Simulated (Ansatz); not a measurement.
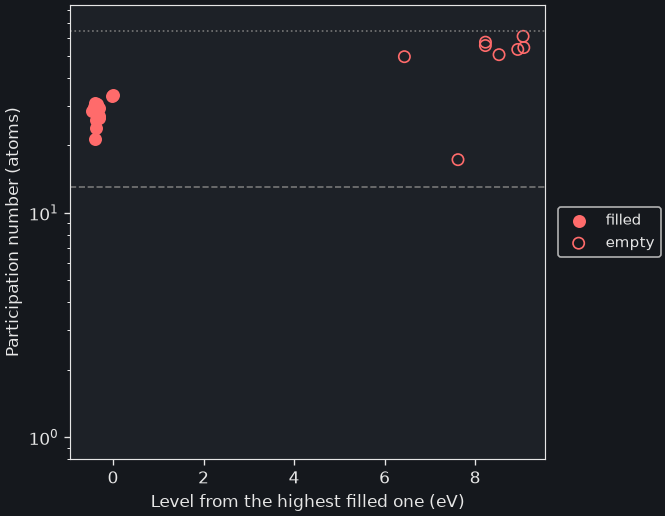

What does the plot show?

Levels near the gap of a 65-atom cell against the number of atoms over which each spreads (dotted: all atoms; dashed: a fifth of them). Host MgO with interstitial H. System: O₃₂Mg₃₂H (defect cell), 65 atoms in the cell, cell charge +1 e. Ansatz; DFT, r2SCAN, PAW, plane waves, one k point, (0.25, 0.25, 0.25), 500 eV cutoff.

No level is localised: every one shown spreads over more than a fifth of the cell's atoms. The lowest empty level lies 6.44 eV above the highest filled one.

One k point in a finite cell, so levels carry errors of tenths of an eV.
